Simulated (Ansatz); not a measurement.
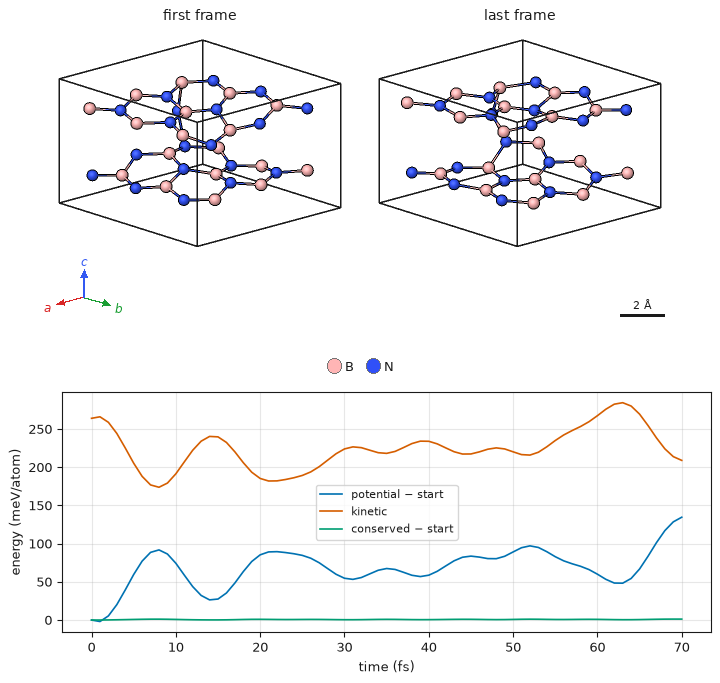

A Born-Oppenheimer molecular dynamics run of BN with an interstitial N (37 atoms in the cell), 70 fs long. It starts from the last geometry of an earlier run, with fresh velocities. Style: ball-and-stick. Shown: the simulation cell, from a free direction. Bonds to atoms that aren't drawn are left out.

All numbers below come from DFT PBEsol, scalar-relativistic, plane waves, PAW (Ansatz 0.2.0). Settings: plane-wave cutoff 420 eV; k-point mesh 2 × 2 × 2; Fermi-Dirac smearing 0.002 eV; spin collinear; low-accuracy preset; Nosé-Hoover thermostat (NVT); set temperature 2100 K; time step 1 fs; thermostat time 50.0 fs.

Q: Is this trajectory numerically sound?

A: The conserved quantity stays between 0 and 1.2 meV per atom of its start. A straight-line fit has a slope that amounts to +0.4 meV per atom over 70 fs (0.2 % of the mean kinetic energy), its mean offset in the second half is 0.4 %, and the ripple about the line is 1.0 % of the kinetic energy's fluctuation. With a drift under 2 % and a ripple under 7 %, the integration is accurate. The smearing is very narrow for so coarse a k-point mesh, which makes the forces of a metal noisy. Over the second half the temperature averages 1879 K (spread ±172 K). The potential energy in the second half lies on average 78.0 meV per atom above the first frame.

Limits of the set-up: the k-point mesh is coarse for a cell with partly filled bands; the program's low-accuracy preset was used; the periodic images lie only 6.6 Å apart, so the values are limited by the cell's size.

Cost: 28 min on 2 threads of Arm Neoverse V1 (shared host), peak memory 0.98 GiB.

PAW datasets: the set soft_1.
